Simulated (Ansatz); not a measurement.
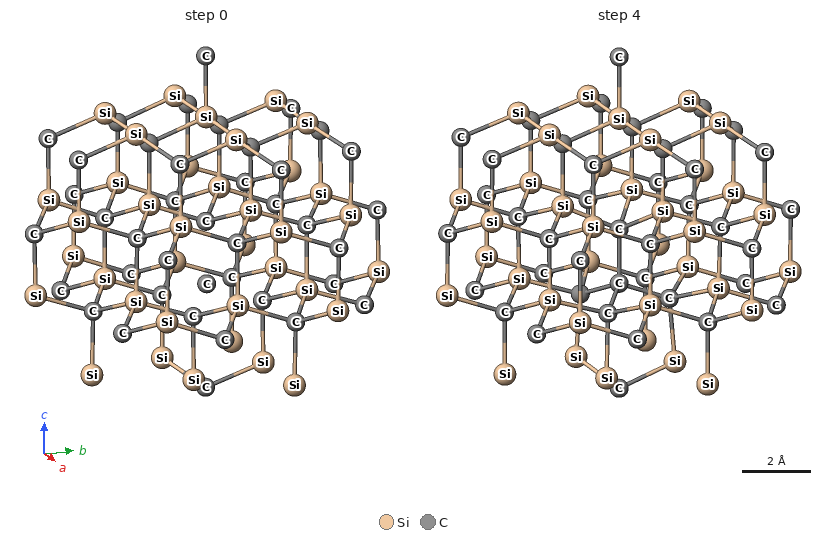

The structure of a defect cell of composition Si₄₇C₄₉ (cell charge +1) before (left) and after (right) a relaxation, at one scale.

A ball-and-stick model of the atoms within 5.8 Å of the atom that moves most (axes of the cell of the calculation (origin shifted)), seen slightly off an axis.

The atoms of the start lie slightly off their symmetric places, so part of the fall in energy undoes that.

Method: DFT, PBEsol, PAW, plane waves in Ansatz. Set-up: plane-wave cutoff 420 eV; k-point mesh 1 × 1 × 1; mesh shifted by (0.25, 0.25, 0.25); collinear spin; atoms relaxed in a fixed cell; force threshold 0.03 eV/Å; at most 80 steps.

### What changed between the two?

After 4 geometry steps the energy has fallen by 2.824 eV per cell of the calculation. Largest force component: 2.8 eV/Å at the start, 0.028 eV/Å at the end. The atom that moves furthest is a C atom (0.25 Å roughly along [−1 0 −3]). Largest moves by element: C 0.25 Å, Si 0.08 Å. The cell stays as it was. Some distances before and after: C–C 1.910 → 1.652 Å, C–C 1.881 → 1.660 Å, C–C 1.852 → 1.656 Å, C–Si 1.833 → 1.935 Å. Bond angles that change, for instance: Si–C–Si 113.0° → 103.9°, Si–C–Si 111.2° → 103.9°, C–Si–C 108.0° → 115.0°. The run took 4.1 s on 1 × NVIDIA GB200 with 8 threads of Arm Neoverse-V2, peak memory 1.9 GiB.

Limits of the set-up: the cell is charged, on a uniform background, and energies carry no finite-size correction.
